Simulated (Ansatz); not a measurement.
# Single-point calculation of AlN

AlN (P2₁, 8 atoms in the cell), computed with DFT PBEsol, scalar-relativistic, plane waves, PAW, PAW set soft_1, no spin polarisation (Ansatz 0.2.0).

The structure derives from an entry of the Crystallography Open Database. Figures and captions count atoms from 1; the log counts them from 0 in places.

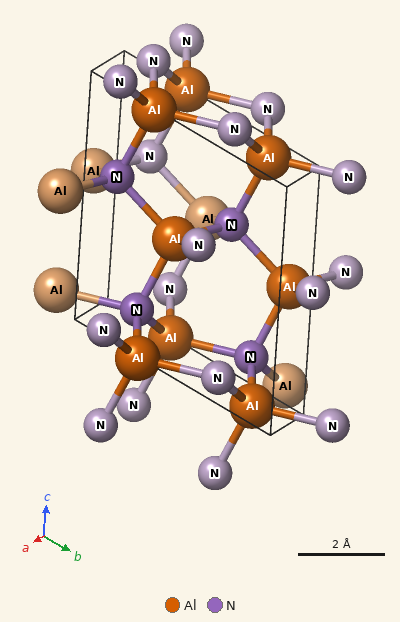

*The structure as given in the input (ball-and-stick view of the cell of the calculation, seen slightly off an axis; neighbours outside the cell are drawn fainter). An atom can appear more than once, as a periodic image.*

## Results in brief

| quantity | value |
| --- | --- |
| outcome | converged |
| space group (tolerance 0.01 Å) | P2₁ (4) |
| electrons treated | 32 |
| free energy | −3623.4632 eV |
| Fermi energy | 9.082 eV |
| gap on the k-point mesh | 3.97 eV |
| pressure | 1.17 GPa |
| largest force (length of the vector) | 1.325 eV/Å |
| hardware | 2 threads of Arm Neoverse V1, 24 GiB of memory available, shared host |
| wall time | 21 s (CPU time 43 s) |
| peak memory | 0.56 GiB |

## Notes

The program warns: the PAW datasets were made with another functional.

## The input
```yaml
crystal:
  lattice:
    - [-3.1135599857, 0.0, 0.0]
    - [0.0, 5.3928440876, 0.0]
    - [1.5567799928, -2.6964220438, -4.9833504711]
  atoms:
    - { symbol: Al, position: [1.0275114117, 0.3265624247, 0.9984958893] }
    - { symbol: Al, position: [0.5275114117, 0.8265624247, 0.9984958893] }
    - { symbol: Al, position: [0.2209844776, 0.9219334646, 0.4984958893] }
    - { symbol: Al, position: [0.7209844776, 0.4219334646, 0.4984958893] }
    - { symbol: "N", position: [0.7829992322, 0.1286024475, 0.6164985473] }
    - { symbol: "N", position: [0.2829992322, 0.6286024475, 0.6164985473] }
    - { symbol: "N", position: [0.0834993151, 0.7378960998, 0.1164985473] }
    - { symbol: "N", position: [0.5834993151, 0.2378960998, 0.1164985473] }
basis:
  ecutwfc: 520.0
kpoints:
  mp_grid: { grid: [8, 8, 8] }
hamiltonian:
  xc: pbesol
  pseudopotentials: { kind: paw, azcp: { folder: soft_1 } }
scf:
  occupations: { method: gaussian, width: 0.05 }
output:
  forces: true
  stress: true
  eigenvalues: true
  write_density: true
  write_potential: true
  elf: true
  volumetric_format: npy
```

Launched with:
```bash
ansatz run input.yaml --threads 2 --pin off --max-ram 4096MiB --backend cpu --events-out ev --progress --plain --runs-dir out
```

## Output
```
Warning: [file] the record states the generating functional pbe (its physics header spells it `PBE`), which answers neither for hamiltonian.xc's functional nor for the pbesol family's — results may be inconsistent (PPs are generated against a specific XC)
Warning: [file] the record states the generating functional pbe (its physics header spells it `PBE`), which answers neither for hamiltonian.xc's functional nor for the pbesol family's — results may be inconsistent (PPs are generated against a specific XC)
Engine: ansatz 0.2.0, aarch64-unknown-linux-gnu
Pseudopotentials: kind: paw
Pseudopotential: Al, paw, valence charge 3, recommended cutoff 420 eV (normal), [file]
Pseudopotential: N, paw, valence charge 5, recommended cutoff 420 eV (normal), [file]
Functional definition: PBEsol
  exchange = pbesol_x
  correlation = pbesol_c
Crystal: 8 atoms, lattice volume = 83.675 Å³
Basis set: ecut = 520 eV, 2245 PW (Γ), exchange–correlation on 48×90×90 points (8 copies of the dense FFT grid, shifted against one another)
Bands: 24, of which v1, the nominal top of the filled ones, is band 16 counted from 1 (15 counted from 0)
Symmetry: 4 space group operations
Space group: P21 (ITA 4), of the structure as read, at distance tolerance 4.4e-5 Å
k-points: 150 of 512 (time reversal used)
Non-local potential: Al, projectors of the file, l = 0: 2, l = 1: 2, l = 2: 1
Non-local potential: N, projectors of the file, l = 0: 2, l = 1: 2, l = 2: 1
PAW form: soft (Blöchl's): semilocal exchange-correlation on the pseudo side does not see the compensation charge
PAW frozen core: Al, regenerated for the run's functional, and the local potential with it (the file was generated under x = pbe(κ = 0.804, μ = 0.2195149727645171), c = pbe(β = 0.06672455060314922))
PAW frozen core: N, regenerated for the run's functional, and the local potential with it (the file was generated under x = pbe(κ = 0.804, μ = 0.2195149727645171), c = pbe(β = 0.06672455060314922))
PAW one-centre angular grid: Al, 110 points (default); XC on 64 Gauss nodes
PAW one-centre angular grid: N, 110 points (default); XC on 64 Gauss nodes
Initial density: superposition of atomic densities (chi_scale 0.1, normalization cell, long waves kept (reshape's long-wave potential 0.00 eV rms))
Initial wavefunctions: pseudopotential atomic-orbital guess
Functional: x = pbesol(κ = 0.804, μ = 0.12345679012345678), c = pbesol(β = 0.046)
SCF iter   1: F=—  HF=-3628.971453 eV  |F-HF|=—  |Δ(HF+E_count)|=         —  Δρ=1.31e-1  dr2=1.78e1  ethr=3.10e-3  ⟨swp⟩=6.6  Hψ=19271  notcnv=0  defer=10
preconditioner: auto → none  [insulator: Δε(μ)=5.252 eV  Ē_g=14.084 eV  σ=0.050 eV  W_gap=1.00  n_scr=14 (ndim 8)  ℏωp=23.0 eV  f_vac=0.000  D(μ)=0.00/eV (n_scr^D=0)  ε∞_Penn≈3.7]
SCF iter   2: F=—  HF=-3623.705393 eV  |F-HF|=—  |Δ(HF+E_count)|=    5.27e0  Δρ=3.51e-2  dr2=7.48e-1  ethr=3.10e-3  ⟨swp⟩=3.0  Hψ=8530  notcnv=0  defer=524
SCF iter   3: F=—  HF=-3623.483679 eV  |F-HF|=—  |Δ(HF+E_count)|=   2.22e-1  Δρ=1.29e-2  dr2=7.96e-2  ethr=2.34e-3  ⟨swp⟩=1.4  Hψ=4069  notcnv=0  defer=524
SCF iter   4: F=—  HF=-3623.463118 eV  |F-HF|=—  |Δ(HF+E_count)|=   2.06e-2  Δρ=4.59e-4  dr2=9.43e-5  ethr=2.49e-4  ⟨swp⟩=2.0  Hψ=3752  notcnv=0  defer=524
SCF iter   5: F=—  HF=-3623.463178 eV  |F-HF|=—  |Δ(HF+E_count)|=   5.96e-5  Δρ=8.40e-5  dr2=3.25e-6  ethr=2.95e-7  ⟨swp⟩=2.1  Hψ=5815  notcnv=0  defer=524
SCF iter   6: F=-3623.463177 eV  HF=-3623.463177 eV  |F-HF|=3.28e-8  |Δ(HF+E_count)|=   4.82e-7  Δρ=1.28e-5  dr2=8.57e-8  ethr=3.13e-10  ⟨swp⟩=12.9  Hψ=26871  notcnv=0
SCF 1 converged in 6 iterations: F = -3623.463177 eV  dr2 = 8.57e-8
  greatest PAW one-centre occupation: 0.788 electrons in one spin orbital (limit 2), on the N atom at site 7 (counted from 0), in its partial waves of l = 0
```

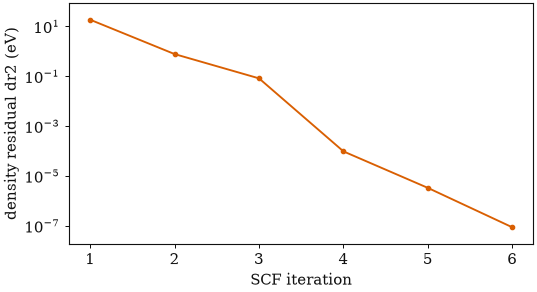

*Convergence of the self-consistent field: density residual dr2 against the SCF iteration.*

The residual falls at every step.

```
SCF converged after 6 iterations
Free energy (F): -3623.463177 eV
Harris-Foulkes:  -3623.463177 eV  (|F-HF|=3.28e-8)
Internal energy: -3623.463177 eV  (E = F + TS)
E sigma→0 (E₀):  -3623.463177 eV
Fermi energy:    9.081654 eV
--- Per-component energies (eV) ---
  E_band       = 57.105461
  E_kinetic    = 624.007500
  E_local      = -838.948119  (includes V_loc(G=0)·N_el)
  E_nonlocal   = 179.890940
  E_hartree    = 307.386833
  E_xc         = -391.948112
  E_vxc        = -425.966079  (∫ρ·V_xc dr)
  E_paw        = -2321.630530  (= ΣΔE_a)
  E_vpaw       = -96.645777  (= ΣTr[D̂ρ^β])
  E_aug_tail   = -0.000136  (compensation charges beyond the density's cutoff)
  E_ewald      = -1182.410504
  E_core_change = 0.188951  (= ΣΔE_core)
  E_smearing   = -0.000000  (= −TS)
  E_closure    = -0.000000  (closes the sum)
  Σ components = -3623.463177   (vs F -3623.463177, Δ=0.00e0)
--- Forces (eV/Å), atoms counted from 1 ---
  atom   1  Al     0.54184861     1.16282923     0.19515240
  atom   2  Al     0.54184861     1.16282923     0.19515240
  atom   3  Al    -0.54184861    -1.16282923     0.19515240
  atom   4  Al    -0.54184861    -1.16282923     0.19515240
  atom   5  N     -0.21529796     1.29242657    -0.19513077
  atom   6  N     -0.21529796     1.29242657    -0.19513077
  atom   7  N      0.21529796    -1.29242657    -0.19513077
  atom   8  N      0.21529796    -1.29242657    -0.19513077
  max |Σ_I F_I| component: 8.65e-5 eV/Å
--- Stress (GPa, compression-positive) ---
        8.339941       0.081794      -0.000000
        0.081763      -5.488319      -0.000000
       -0.000000      -0.000000       0.654384
  P = ⅓ Tr σ = 1.1687 GPa (11.687 kbar)
--- Band table (eV; the first three rows and the last of 150) ---
  k-point 0: bands = ["-8.1148", "-5.9370", "-5.7666", "-5.7666", "0.9963", "1.5607", "1.5607", "5.2676", "5.2676", "5.6278", "5.6278", "5.8923", "6.4406", "6.6127", "6.9723", "7.0958", "11.0675", "12.4317", "12.4317", "13.5577", "15.9752", "15.9752", "17.2980", "17.7745"]
  k-point 1: bands = ["-8.0542", "-6.0598", "-5.9535", "-5.5791", "1.2117", "1.3371", "1.9468", "4.8426", "5.1061", "5.6683", "5.9147", "5.9925", "6.4426", "6.5879", "6.7489", "6.9483", "11.3676", "11.9176", "12.8929", "13.5901", "15.9171", "16.2133", "17.1927", "17.8357"]
  k-point 2: bands = ["-7.8758", "-6.3792", "-6.1102", "-5.4214", "1.2838", "1.8057", "2.4445", "4.1949", "4.9260", "5.7831", "5.8851", "6.0534", "6.0591", "6.5151", "6.5323", "6.8831", "11.7481", "12.0297", "12.9995", "13.6468", "15.8762", "16.3709", "17.0106", "17.9510"]
  k-point 149: bands = ["-5.9763", "-5.7384", "-5.7384", "-5.6000", "1.3403", "1.3403", "1.7944", "2.5136", "3.9869", "4.7950", "5.0169", "5.5286", "5.5286", "5.7839", "5.7839", "6.4059", "12.1658", "12.1658", "12.4613", "13.3964", "15.2946", "16.0035", "16.0035", "16.8611"]
```

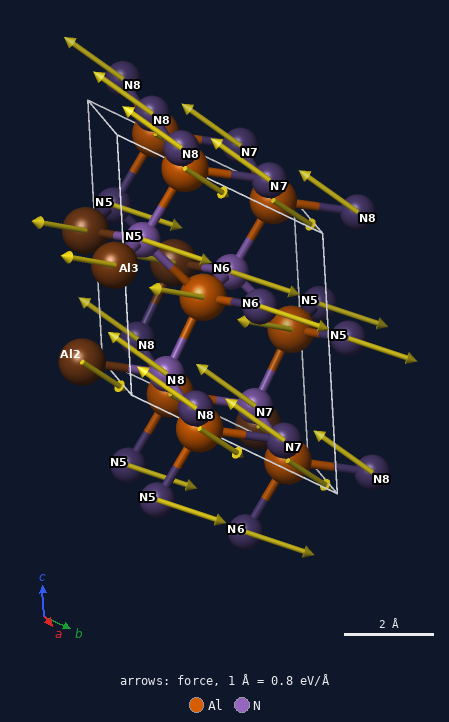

*Forces on the atoms as yellow arrows (ball-and-stick view of the cell of the calculation, seen slightly off an axis; neighbours outside the cell are drawn fainter; atoms are numbered from 1 in the order of the input).*

The largest act on all 4 N atoms (1.32 eV/Å); all 4 Al atoms (1.30 eV/Å). The geometry is not a stationary point of this energy.

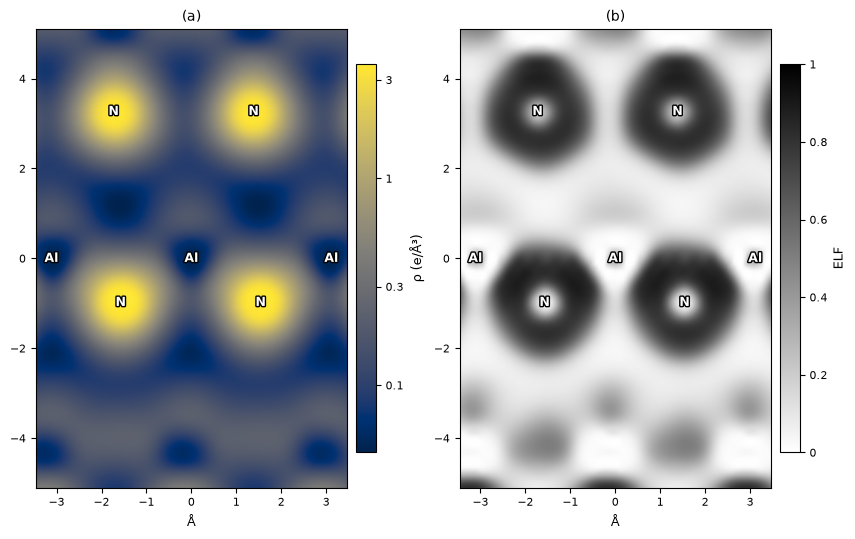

*(a) valence pseudo-density; (b) ELF on the (011) plane of the calculation cell.*

Atoms in the plane: Al and N. Away from the nuclei the density in this plane falls to 0.05 e/Å³ at its lowest. Core electrons are frozen (PAW), so the fields are smoothed inside the atomic spheres.
